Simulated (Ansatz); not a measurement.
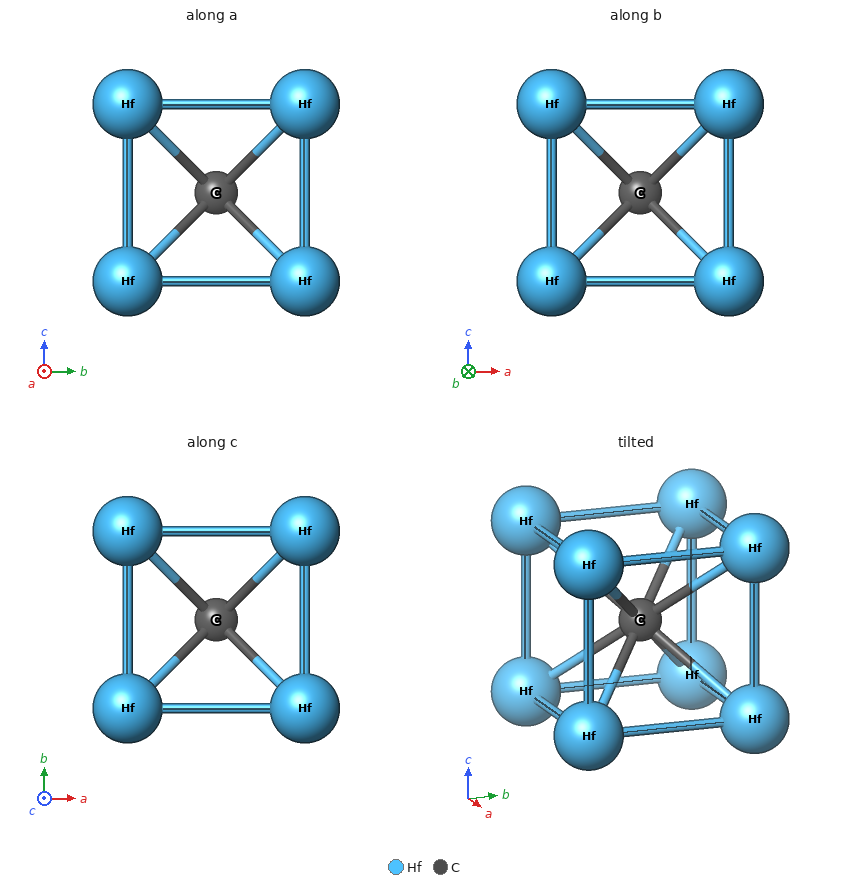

View along the a axis, along the b axis, along the c axis and slightly off an axis, drawn as a ball-and-stick model. Atoms at the boundary of the conventional unit cell (the box) are drawn once for each face, edge or corner they touch.

Lattice parameters: a = 2.8849 Å, b = 2.8849 Å, c = 2.8849 Å, α = 90.000°, β = 90.000°, γ = 90.000°.

> Write down what is shown as a CIF with its space group and independent sites.

```cif
data_structure
_symmetry_space_group_name_H-M 'P m -3 m'
_symmetry_Int_Tables_number 221
_cell_length_a 2.8849
_cell_length_b 2.8849
_cell_length_c 2.8849
_cell_angle_alpha 90.000
_cell_angle_beta 90.000
_cell_angle_gamma 90.000
_cell_volume 24.01
loop_
_atom_site_label
_atom_site_type_symbol
_atom_site_symmetry_multiplicity
_atom_site_Wyckoff_symbol
_atom_site_fract_x
_atom_site_fract_y
_atom_site_fract_z
_atom_site_occupancy
Hf1 Hf 1 a 0.0000 0.0000 0.0000 1
C1 C 1 b 0.5000 0.5000 0.5000 1
```

The structure was taken from a structure type filled with these elements by a generator (whether the compound takes this form wasn't checked). Earlier steps of the study may have refined or changed the cell and positions. It went into a calculation with Ansatz.

At this level of theory the cell isn't at rest (stretched, at -10 GPa), so its distances can differ from those at equilibrium, the more so the softer the solid.
